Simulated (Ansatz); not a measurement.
## CdSe: a changed input and its effect

System: CdSe (P6₃/mmc, 4 atoms in the cell).
Method of the first run: DFT, r2SCAN, plane waves, PAW, no spin polarisation (Ansatz 0.2.0).

The structure was built on a prototype by a generator. The geometry comes from this level: r2SCAN. Text and figures count atoms from 1; the logs count them from 0 in places.

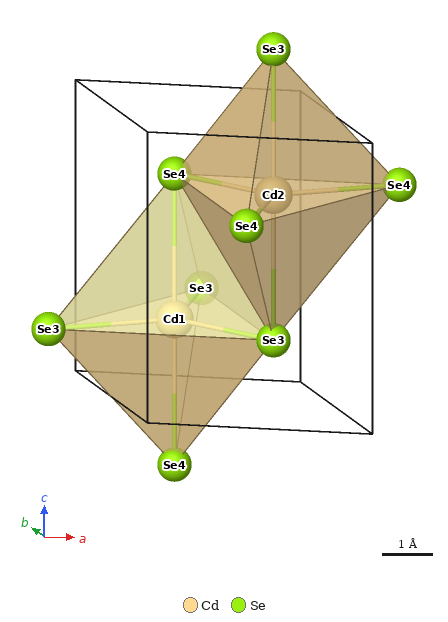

**Figure 1.** The structure as given in the input (polyhedral view of the cell of the calculation, seen slightly off an axis; polyhedra are completed across the faces of the cell; atoms are numbered from 1 in the order of the input).

### Input file, the first run
```yaml
crystal:
  lattice:
    - [4.6022436983, 0.0, 0.0]
    - [-2.3011218492, 3.9856599571, 0.0]
    - [0.0, 0.0, 6.001622574]
  atoms:
    - { symbol: Cd, position: [0.3333333333, 0.6666666667, 0.25] }
    - { symbol: Cd, position: [0.6666666667, 0.3333333333, 0.75] }
    - { symbol: Se, position: [0.6666666667, 0.3333333333, 0.25] }
    - { symbol: Se, position: [0.3333333333, 0.6666666667, 0.75] }
kpoints:
  mp_grid: { grid: [6, 6, 4] }
hamiltonian:
  xc: r2scan
scf:
  occupations: { method: fixed }
  n_extra_bands: 5
output:
  forces: true
  stress: true
  eigenvalues: true
```

Command:
```bash
ansatz run input.yaml --threads 2 --pin off --max-ram 2764MiB --backend cpu --events-out ev --progress --plain --runs-dir out
```

Hardware: 2 threads of Arm Neoverse V1, 24 GiB of memory available, shared host.

### Output, shortened to warnings, some set-up lines, iterations and results (the first run)
```
Basis set: ecut = 500 eV, 2787 PW (Γ), exchange–correlation on 144×144×180 points (64 copies of the dense FFT grid, shifted against one another)
Symmetry: 24 space group operations
k-points: 21 of 144
Initial density: superposition of atomic densities (neutral atoms: chi_scale 0, normalization atom), corrected by the library's trained network
[...]
SCF iter   1: F=—  HF=-27495.270769 eV  |F-HF|=—  |Δ(HF+E_count)|=         —  Δρ=6.03e-3  dr2=3.37e-2  dr2_τ=3.23e-2  ethr=1.77e-3  ⟨swp⟩=4.7  Hψ=2609  notcnv=0  defer=63
SCF iter   2: F=—  HF=-27495.284207 eV  |F-HF|=—  |Δ(HF+E_count)|=   1.34e-2  Δρ=3.37e-3  dr2=9.00e-3  dr2_τ=1.16e-3  ethr=4.68e-5  ⟨swp⟩=2.7  Hψ=1672  notcnv=0  defer=63
SCF iter   3: F=—  HF=-27495.286254 eV  |F-HF|=—  |Δ(HF+E_count)|=   2.05e-3  Δρ=1.04e-3  dr2=1.15e-3  dr2_τ=7.73e-5  ethr=1.25e-5  ⟨swp⟩=2.0  Hψ=1017  notcnv=0  defer=63
SCF iter   4: F=—  HF=-27495.286576 eV  |F-HF|=—  |Δ(HF+E_count)|=   3.22e-4  Δρ=2.38e-4  dr2=5.29e-5  dr2_τ=3.20e-6  ethr=1.59e-6  ⟨swp⟩=2.0  Hψ=1433  notcnv=0  defer=63
SCF iter   5: F=—  HF=-27495.286641 eV  |F-HF|=—  |Δ(HF+E_count)|=   6.53e-5  Δρ=6.25e-5  dr2=6.93e-6  dr2_τ=1.90e-7  ethr=7.35e-8  ⟨swp⟩=2.0  Hψ=1218  notcnv=0  defer=30
SCF iter   6: F=—  HF=-27495.286643 eV  |F-HF|=—  |Δ(HF+E_count)|=   1.45e-6  Δρ=2.21e-5  dr2=6.92e-7  dr2_τ=1.47e-8  ethr=9.63e-9  ⟨swp⟩=2.0  Hψ=1178  notcnv=0  defer=49
SCF iter   7: F=-27495.286643 eV  HF=-27495.286643 eV  |F-HF|=3.04e-8  |Δ(HF+E_count)|=   2.18e-7  Δρ=6.75e-6  dr2=5.79e-8  dr2_τ=2.94e-9  ethr=1.39e-10  ⟨swp⟩=9.1  Hψ=3829  …
SCF 1 converged in 7 iterations: F = -27495.286643 eV  dr2 = 5.79e-8
SCF converged after 7 iterations
Free energy (F): -27495.286643 eV
Harris-Foulkes:  -27495.286643 eV  (|F-HF|=3.04e-8)
Internal energy: -27495.286643 eV  (E = F + TS)
E sigma→0 (E₀):  -27495.286643 eV
Fermi energy:    7.595189 eV
--- Per-component energies (eV) ---
  E_band       = -1832.199163
  E_kinetic    = 1248.724578
  E_local      = -12598.940679  (includes V_loc(G=0)·N_el)
  E_nonlocal   = -1120.816005
  E_hartree    = 6003.567345
  E_xc         = -533.105795
  E_vxc        = -702.607548  (∫ρ·V_xc dr)
  E_paw        = -12063.403368  (= ΣΔE_a)
  E_vpaw       = -710.439441  (= ΣTr[D̂ρ^β])
  E_aug_tail   = -0.000404  (compensation charges beyond the density's cutoff)
  E_vtau       = 44.729400  (kinetic-family band-sum trace: ∫τ·v_τ [+ j·A + Jᵃ·Aᵃ] dr)
  E_ewald      = -8426.653234
  E_core_change = -4.659082  (= ΣΔE_core)
  E_smearing   = -0.000000  (= −TS)
  E_closure    = 0.000000  (closes the sum)
  Σ components = -27495.286643   (vs F -27495.286643, Δ=0.00e0)
--- Forces (eV/Å), atoms counted from 1 ---
  atom   1  Cd    -0.00000000    -0.00000000     0.00000000
  atom   2  Cd     0.00000000     0.00000000     0.00000000
  atom   3  Se     0.00000000     0.00000000     0.00000000
  atom   4  Se    -0.00000000    -0.00000000     0.00000000
  max |Σ_I F_I| component: 4.05e-17 eV/Å
--- Stress (GPa, compression-positive) ---
       -0.048789       0.000000       0.000000
       -0.000000      -0.048789       0.000000
        0.000000       0.000000      -0.009751
  P = ⅓ Tr σ = -0.0358 GPa (-0.358 kbar)
```

For the second run the input was changed thus:
```diff
-    - [4.6022436983, 0.0, 0.0]
-    - [-2.3011218492, 3.9856599571, 0.0]
-    - [0.0, 0.0, 6.001622574]
+    - [4.5557532096, 0.0, 0.0]
+    - [-2.2778766048, 3.9453980129, 0.0]
+    - [0.0, 0.0, 5.9409959787]
```

Predict how the results change.

With the same functional and potentials, the second run lies 4.3 meV per atom higher. The pressure goes from −0.04 to 1.76 GPa. The volume per atom goes from 27.52 to 26.70 Å³. The cell is scaled evenly with the atoms at fixed fractional positions, so −ΔP/Δ ln V estimates the bulk modulus midway between the two volumes: about 59 GPa. The number of SCF iterations is the same. The plane waves at Γ go from 2787 to 2703.

### Output, shortened to warnings, some set-up lines, iterations and results (the second run)
```
Basis set: ecut = 500 eV, 2703 PW (Γ), exchange–correlation on 144×144×180 points (64 copies of the dense FFT grid, shifted against one another)
Symmetry: 24 space group operations
k-points: 21 of 144
Initial density: superposition of atomic densities (neutral atoms: chi_scale 0, normalization atom), corrected by the library's trained network
[...]
SCF iter   1: F=—  HF=-27495.250982 eV  |F-HF|=—  |Δ(HF+E_count)|=         —  Δρ=6.10e-3  dr2=3.28e-2  dr2_τ=3.31e-2  ethr=1.77e-3  ⟨swp⟩=4.7  Hψ=2611  notcnv=0  defer=63
SCF iter   2: F=—  HF=-27495.267060 eV  |F-HF|=—  |Δ(HF+E_count)|=   1.61e-2  Δρ=3.43e-3  dr2=9.09e-3  dr2_τ=1.14e-3  ethr=4.56e-5  ⟨swp⟩=2.0  Hψ=1659  notcnv=0  defer=63
SCF iter   3: F=—  HF=-27495.268994 eV  |F-HF|=—  |Δ(HF+E_count)|=   1.93e-3  Δρ=1.04e-3  dr2=1.10e-3  dr2_τ=7.46e-5  ethr=1.26e-5  ⟨swp⟩=2.0  Hψ=1021  notcnv=0  defer=63
SCF iter   4: F=—  HF=-27495.269291 eV  |F-HF|=—  |Δ(HF+E_count)|=   2.97e-4  Δρ=2.39e-4  dr2=4.80e-5  dr2_τ=3.16e-6  ethr=1.53e-6  ⟨swp⟩=2.0  Hψ=1465  notcnv=0  defer=63
SCF iter   5: F=—  HF=-27495.269326 eV  |F-HF|=—  |Δ(HF+E_count)|=   3.48e-5  Δρ=6.26e-5  dr2=6.40e-6  dr2_τ=1.87e-7  ethr=6.67e-8  ⟨swp⟩=3.0  Hψ=1588  notcnv=0  defer=28
SCF iter   6: F=—  HF=-27495.269328 eV  |F-HF|=—  |Δ(HF+E_count)|=   1.83e-6  Δρ=2.15e-5  dr2=6.01e-7  dr2_τ=1.39e-8  ethr=8.88e-9  ⟨swp⟩=2.0  Hψ=1190  notcnv=0  defer=47
SCF iter   7: F=-27495.269328 eV  HF=-27495.269328 eV  |F-HF|=1.55e-8  |Δ(HF+E_count)|=   1.60e-7  Δρ=6.37e-6  dr2=5.73e-8  dr2_τ=2.12e-9  ethr=1.39e-10  ⟨swp⟩=9.3  Hψ=4062  …
SCF 1 converged in 7 iterations: F = -27495.269328 eV  dr2 = 5.73e-8
SCF converged after 7 iterations
Free energy (F): -27495.269328 eV
Harris-Foulkes:  -27495.269328 eV  (|F-HF|=1.55e-8)
Internal energy: -27495.269328 eV  (E = F + TS)
E sigma→0 (E₀):  -27495.269328 eV
Fermi energy:    8.039824 eV
--- Per-component energies (eV) ---
  E_band       = -1804.409794
  E_kinetic    = 1250.298053
  E_local      = -12455.507547  (includes V_loc(G=0)·N_el)
  E_nonlocal   = -1121.058779
  E_hartree    = 5945.318572
  E_xc         = -533.964681
  E_vxc        = -703.790253  (∫ρ·V_xc dr)
  E_paw        = -12063.050016  (= ΣΔE_a)
  E_vpaw       = -709.746677  (= ΣTr[D̂ρ^β])
  E_aug_tail   = -0.000416  (compensation charges beyond the density's cutoff)
  E_vtau       = 44.740128  (kinetic-family band-sum trace: ∫τ·v_τ [+ j·A + Jᵃ·Aᵃ] dr)
  E_ewald      = -8512.645431
  E_core_change = -4.659082  (= ΣΔE_core)
  E_smearing   = -0.000000  (= −TS)
  E_closure    = 0.000000  (closes the sum)
  Σ components = -27495.269328   (vs F -27495.269328, Δ=0.00e0)
--- Forces (eV/Å), atoms counted from 1 ---
  atom   1  Cd     0.00000000    -0.00000000     0.00000000
  atom   2  Cd    -0.00000000     0.00000000     0.00000000
  atom   3  Se     0.00000000     0.00000000     0.00000000
  atom   4  Se    -0.00000000    -0.00000000     0.00000000
  max |Σ_I F_I| component: 1.45e-18 eV/Å
--- Stress (GPa, compression-positive) ---
        1.900528       0.000000       0.000000
        0.000000       1.900528       0.000000
        0.000000       0.000000       1.491006
  P = ⅓ Tr σ = 1.7640 GPa (17.640 kbar)
```

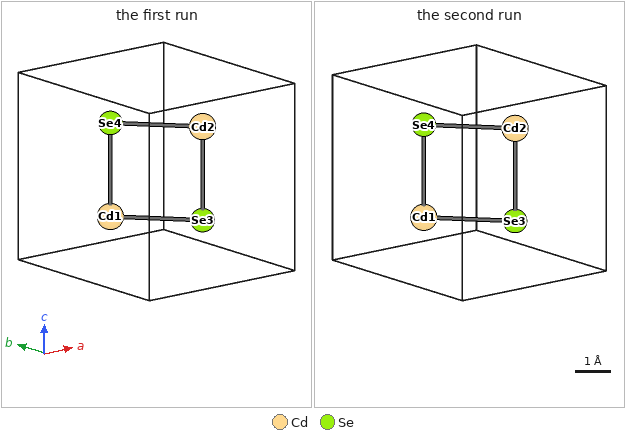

**Figure 2.** The two input geometries at one scale (ball-and-stick view of the cell of the calculation, seen at an oblique angle). No atom moves by more than 0.005 Å relative to the cell. The drawn cell changes as follows: a = b 4.602 → 4.556 Å (−1.0 %), c 6.002 → 5.941 Å (−1.0 %); the volume changes by −3.0 %. Among the contacts that change: Cd1–Se4 3.001 → 2.970 Å, Cd1–Se3 2.657 → 2.630 Å.

### The two runs side by side

```csv
quantity,the first run,the second run
outcome,converged,converged
free energy per atom (eV),−6873.8217,−6873.8173
gap on the mesh (eV),0.72,0.74
pressure (GPa),−0.04,1.76
volume per atom (Å³),27.52,26.70
largest force (eV/Å),0.000,0.000
SCF iterations,7,7
irreducible k-points,21,21
plane waves at Γ,2787,2703
wall time (shared host),6.8 s,7 s
```
